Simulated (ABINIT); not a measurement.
WC: phonon calculation (part 1 of 2)

The run: phonon calculation of WC (2 atoms in the cell). Method and program: Kohn-Sham DFT of a periodic cell, PBEsol, PseudoDojo NC SR PBEsol v0.4.1 standard, no spin polarisation (ABINIT 10.8.3).

The structure derives from a Materials Project entry.

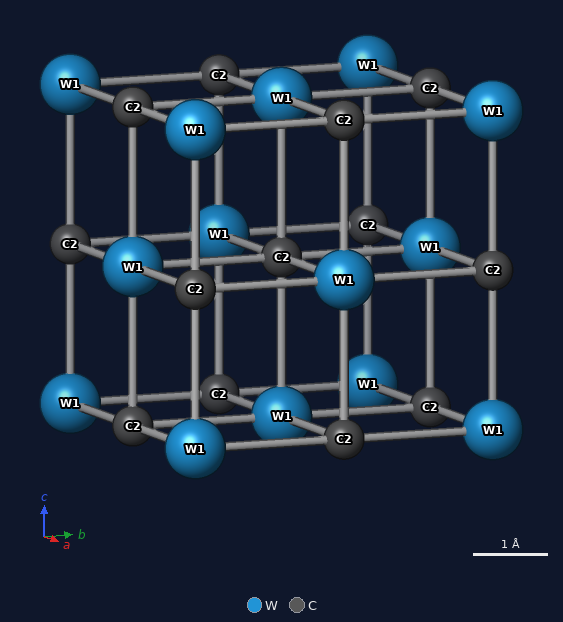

*The structure as given in the input (ball-and-stick view of the cell 4 times as large as that of the calculation, set on its symmetry axes, seen slightly off an axis; atoms are numbered from 1 in the order of the input). An atom can appear more than once, as a periodic image.*

Input:
```
# Datasets
ndtset 2

# Pseudopotentials
pp_dirpath "./"
pseudos "W.upf, C.upf"

# Structure
acell 3.1009234508 3.1009234508 3.1009234508 Angstrom
rprim
     0.0000000000     0.7071067812     0.7071067812
     0.7071067812     0.0000000000     0.7071067812
     0.7071067812     0.7071067812     0.0000000000
ntypat 2
znucl 74 6
natom 2
typat 1 2
xred
            0.0            0.0            0.0
            1/2            1/2            1/2

# Plane-wave basis
ecut 37.0

# k points
ngkpt 6 6 6
nshiftk 4
shiftk
     0.5000000000     0.5000000000     0.5000000000
     0.5000000000     0.0000000000     0.0000000000
     0.0000000000     0.5000000000     0.0000000000
     0.0000000000     0.0000000000     0.5000000000

# Exchange and correlation
ixc -116133

# Bands and occupations
nband 17
occopt 3
tsmear 0.05 eV

# SCF cycle
nstep 80

# Output
prteig 0
prtebands 0
prtwf 0
prtden 0
prtpot 0

# Dataset 1: ground state
kptopt1 1
tolvrs1 1.0e-15
prtwf1 1
tolwfr1 1.0e-14
nbdbuf1 4
nline1 6

# Dataset 2: response at q = 0 to atomic displacements
rfphon2 1
rfatpol2 1 2
rfdir2 1 1 1
getwfk2 1
kptopt2 2
nqpt2 1
qpt2 0.0 0.0 0.0
tolvrs2 1.0e-10
```

File mrgddb.in:
```
merged_DDB
WC
2
runo_DS1_DDB
runo_DS2_DDB
```

File anaddb.abi:
```
ddb_filepath "merged_DDB"
output_file "anaddb.abo"
outdata_prefix "ana"
asr 1
chneut 0
dipdip 0
dieflag 0
enunit 0
eivec 1
nph1l 1
qph1l 0.0 0.0 0.0 1.0
```

Run on 4 threads of Arm Neoverse V2, 24 GiB of memory available, shared host.

Launched with:
```bash
mpirun --bind-to none -np 4 abinit run.abi > log 2>&1
mrgddb < mrgddb.in > mrgddb.log 2>&1
anaddb anaddb.abi > anaddb.log 2>&1
```

The program's output:
```
.Version 10.8.3 of ABINIT
 DATASET    1 : space group Fm -3 m (#225); Bravais cF (face-center cubic)
================================================================================
 Values of the parameters that define the memory need for DATASET  1.
     intxc =       0    ionmov =       0      iscf =       7    lmnmax =       8
     lnmax =       8     mgfft =      36  mpssoang =       4    mqgrid =    3001
     natom =       2  nloc_mem =       1    nspden =       1   nspinor =       1
    nsppol =       1      nsym =      48    n1xccc =    2501    ntypat =       2
    occopt =       3   xclevel =       2
       mpw =        1550          nfft =       46656          nkpt =          28
================================================================================
================================================================================

 DATASET    2 : space group Fm -3 m (#225); Bravais cF (face-center cubic)
================================================================================
 Values of the parameters that define the memory need for DATASET  2 (RF).
     intxc =       0      iscf =       7    lmnmax =       8     lnmax =       8
     mgfft =      36  mpssoang =       4    mqgrid =    3001     natom =       2
  nloc_mem =       1    nspden =       1   nspinor =       1    nsppol =       1
      nsym =      48    n1xccc =    2501    ntypat =       2    occopt =       3
   xclevel =       2
      nfft =       46656          nkpt =         432
================================================================================
================================================================================

--------------------------------------------------------------------------------
------------- Echo of variables that govern the present computation ------------
--------------------------------------------------------------------------------
 -outvars: echo values of preprocessed input variables --------
            acell      5.8598960594E+00  5.8598960594E+00  5.8598960594E+00 Bohr
              amu      1.83850000E+02  1.20110000E+01
             ecut      3.70000000E+01 Hartree
           getwfk1          0
           getwfk2          1
              ixc     -116133
           jdtset        1    2
                       outvar_i_n : Printing only first  50 k-points.
           kptopt1          1
           kptopt2          2
         kptrlatt        6   -6    6     -6    6    6     -6   -6    6
          kptrlen      4.97228669E+01
            natom           2
            nband1         17
            nband2         17
           nbdbuf1          4
           nbdbuf2          2
           ndtset           2
            ngfft          36      36      36
             nkpt1         28
             nkpt2        432
            nline1          6
            nline2          4
             nqpt1          0
             nqpt2          1
            nstep          80
             nsym          48
           ntypat           2
                       prtocc : prtvol=0, do not print more k-points.
           occopt           3
        optdriver1          0
        optdriver2          1
           prtden           0
        prtebands           0
           prteig           0
            prtwf1          1
            prtwf2          0
           rfphon1          0
           rfphon2          1
            rprim      0.0000000000E+00  7.0710678120E-01  7.0710678120E-01
                       7.0710678120E-01  0.0000000000E+00  7.0710678120E-01
                       7.0710678120E-01  7.0710678120E-01  0.0000000000E+00
           shiftk      5.00000000E-01  5.00000000E-01  5.00000000E-01
          spgroup         225
           tolvrs1     1.00000000E-15
           tolvrs2     1.00000000E-10
           tolwfr1     1.00000000E-14
           tolwfr2     0.00000000E+00
           tsmear      1.83746611E-03 Hartree
            typat      1  2
                       outvars : Printing only first  50 k-points.
           xangst      0.0000000000E+00  0.0000000000E+00  0.0000000000E+00
                       2.1926840000E+00  2.1926840000E+00  2.1926840000E+00
            xcart      0.0000000000E+00  0.0000000000E+00  0.0000000000E+00
                       4.1435722407E+00  4.1435722407E+00  4.1435722407E+00
             xred      0.0000000000E+00  0.0000000000E+00  0.0000000000E+00
                       5.0000000000E-01  5.0000000000E-01  5.0000000000E-01
            znucl       74.00000    6.00000

================================================================================

 chkinp: Checking input parameters for consistency, jdtset=   1.

 chkinp: Checking input parameters for consistency, jdtset=   2.

================================================================================
== DATASET  1 ==================================================================

--- !DatasetInfo
iteration_state: {dtset: 1, }
dimensions: {natom: 2, nkpt: 28, mband: 17, nsppol: 1, nspinor: 1, nspden: 1, mpw: 1550, }
cutoff_energies: {ecut:  37.0, pawecutdg:  -1.0, }
electrons: {nelect:   1.80000000E+01, charge:   0.00000000E+00, occopt:   3.00000000E+00, tsmear:   1.83746611E-03, }
meta: {optdriver: 0, ionmov: 0, optcell: 0, iscf: 7, paral_kgb: 0, }
...

 Real(R)+Recip(G) space primitive vectors, cartesian coordinates (Bohr,Bohr^-1):
 R(1)=  0.0000000  4.1435722  4.1435722  G(1)= -0.1206688  0.1206688  0.1206688
 R(2)=  4.1435722  0.0000000  4.1435722  G(2)=  0.1206688 -0.1206688  0.1206688
 R(3)=  4.1435722  4.1435722  0.0000000  G(3)=  0.1206688  0.1206688 -0.1206688
 Unit cell volume ucvol=  1.4228357E+02 bohr^3
 Angles (23,13,12)=  6.00000000E+01  6.00000000E+01  6.00000000E+01 degrees

 getcut: wavevector=  0.0000  0.0000  0.0000  ngfft=  36  36  36
         ecut(hartree)=     37.000   => boxcut(ratio)=   2.24361

 getcut : COMMENT -
  Note that boxcut > 2.2 ; recall that boxcut=Gcut(box)/Gcut(sphere) = 2
  is sufficient for exact treatment of convolution.
  Such a large boxcut is a waste : you could raise ecut
  e.g. ecut=   46.562355 Hartrees makes boxcut=2

--- Pseudopotential description ------------------------------------------------
- pspini: atom type   1  psp file is ./W.upf
  74.00000  14.00000  180301                  znucl, zion, pspdat
12 -116133 3 -1 1396                          pspcod,pspxc,lmax,lloc,mmax
     nproj     2     2     2     2

- pspini: atom type   2  psp file is ./C.upf
   6.00000   4.00000  180301                  znucl, zion, pspdat
12 -116133 1 -1 1248                          pspcod,pspxc,lmax,lloc,mmax
     nproj     2     2     0     0

   2.85529726E+02                                ecore*ucvol(ha*bohr**3)
--------------------------------------------------------------------------------

================================================================================

--- !BeginCycle
iteration_state: {dtset: 1, }
solver: {iscf: 7, nstep: 80, nline: 6, wfoptalg: 0, }
tolerances: {tolwfr: 1.00E-14, tolvrs: 1.00E-15, }
...

     iter   Etot(hartree)      deltaE(h)  residm     vres2
 ETOT  1  -81.638509769212    -8.164E+01 5.329E-02 9.016E+02
 ETOT  2  -81.516194129735     1.223E-01 2.149E-05 1.710E+03
 ETOT  3  -81.819945023193    -3.038E-01 4.898E-03 7.792E-01
 ETOT  4  -81.820046186811    -1.012E-04 4.390E-06 2.520E-01
 ETOT  5  -81.820068329828    -2.214E-05 3.051E-06 6.904E-02
 ETOT  6  -81.820079016608    -1.069E-05 1.583E-07 1.102E-02
 ETOT  7  -81.820081002807    -1.986E-06 6.106E-08 8.888E-05
 ETOT  8  -81.820081019312    -1.651E-08 4.808E-10 2.463E-07
 ETOT  9  -81.820081019358    -4.567E-11 1.471E-12 1.258E-09
 ETOT 10  -81.820081019356     2.203E-12 9.971E-15 9.220E-12
 ETOT 11  -81.820081019356     2.984E-13 9.956E-15 6.281E-13
 ETOT 12  -81.820081019356    -7.958E-13 9.959E-15 1.483E-14
 ETOT 13  -81.820081019355     1.080E-12 9.912E-15 1.100E-15
 ETOT 14  -81.820081019356    -5.542E-13 9.887E-15 3.308E-18

 At SCF step   14  max residual=  9.89E-15 < tolwfr=  1.00E-14 AND vres2   =  3.31E-18 < tolvrs=  1.00E-15 =>converged.

 Cartesian components of stress tensor (hartree/bohr^3)
  sigma(1 1)=  3.38042966E-04  sigma(3 2)=  0.00000000E+00
  sigma(2 2)=  3.38042966E-04  sigma(3 1)=  0.00000000E+00
  sigma(3 3)=  3.38042966E-04  sigma(2 1)=  0.00000000E+00

--- !ResultsGS
iteration_state: {dtset: 1, }
comment   : Summary of ground state results
lattice_vectors:
- [  0.0000000,   4.1435722,   4.1435722, ]
- [  4.1435722,   0.0000000,   4.1435722, ]
- [  4.1435722,   4.1435722,   0.0000000, ]
lattice_lengths: [   5.85990,    5.85990,    5.85990, ]
lattice_angles: [ 60.000,  60.000,  60.000, ] # degrees, (23, 13, 12)
lattice_volume:   1.4228357E+02
convergence: {deltae: -5.542E-13, res2:  3.308E-18, residm:  9.887E-15, diffor: null, }
etotal    :  -8.18200810E+01
entropy   :   0.00000000E+00
fermie    :   6.75532293E-01
cartesian_stress_tensor: # hartree/bohr^3
- [  3.38042966E-04,   0.00000000E+00,   0.00000000E+00, ]
- [  0.00000000E+00,   3.38042966E-04,   0.00000000E+00, ]
- [  0.00000000E+00,   0.00000000E+00,   3.38042966E-04, ]
pressure_GPa:  -9.9456E+00
xred      :
- [  0.0000E+00,   0.0000E+00,   0.0000E+00,  W]
- [  5.0000E-01,   5.0000E-01,   5.0000E-01,  C]
cartesian_forces: # hartree/bohr
- [ -0.00000000E+00,  -0.00000000E+00,  -0.00000000E+00, ]
- [ -0.00000000E+00,  -0.00000000E+00,  -0.00000000E+00, ]
force_length_stats: {min:   0.00000000E+00, max:   0.00000000E+00, mean:   0.00000000E+00, }
...

 Integrated electronic density in atomic spheres:
 ------------------------------------------------
 Atom  Sphere_radius  Integrated_density
    1        2.00000         10.14462244
    2        2.00000          4.07697692
================================================================================

 ----iterations are completed or convergence reached----

 Mean square residual over all n,k,spin=   42.887E-16; max=  98.867E-16
 reduced coordinates (array xred) for    2 atoms
       0.000000000000      0.000000000000      0.000000000000
       0.500000000000      0.500000000000      0.500000000000
 rms dE/dt=  0.0000E+00; max dE/dt=  0.0000E+00; dE/dt below (all hartree)
    1       0.000000000000      0.000000000000      0.000000000000
    2       0.000000000000      0.000000000000      0.000000000000

 cartesian coordinates (angstrom) at end:
    1      0.00000000000000     0.00000000000000     0.00000000000000
    2      2.19268400004278     2.19268400004278     2.19268400004278

 cartesian forces (hartree/bohr) at end:
    1     -0.00000000000000    -0.00000000000000    -0.00000000000000
    2     -0.00000000000000    -0.00000000000000    -0.00000000000000
 frms,max,avg= 0.0000000E+00 0.0000000E+00   0.000E+00  0.000E+00  0.000E+00 h/b

 cartesian forces (eV/Angstrom) at end:
    1     -0.00000000000000    -0.00000000000000    -0.00000000000000
    2     -0.00000000000000    -0.00000000000000    -0.00000000000000
 frms,max,avg= 0.0000000E+00 0.0000000E+00   0.000E+00  0.000E+00  0.000E+00 e/A
 length scales=  5.859896059417  5.859896059417  5.859896059417 bohr
              =  3.100923450800  3.100923450800  3.100923450800 angstroms
 Fermi (or HOMO) energy (hartree) =   0.67553   Average Vxc (hartree)=  -0.52331
 Eigenvalues (hartree) for nkpt=  28  k points:
 kpt#   1, nband= 17, wtk=  0.02778, kpt= -0.0833 -0.1667  0.0000 (reduced coord)
  -2.08922   -0.77058   -0.76726   -0.76692    0.12637    0.50403    0.53461    0.54966
   0.58455    0.63907    0.68248    0.72534    0.79064    0.96795    1.09159    1.36238
   1.38797
      occupation numbers for kpt#   1
   2.00000    2.00000    2.00000    2.00000    2.00000    2.00000    2.00000    2.00000
   2.00000    2.00000    0.04469    0.00000    0.00000    0.00000    0.00000    0.00000
   0.00000
 prteigrs : prtvol=0 or 1, do not print more k-points.
```
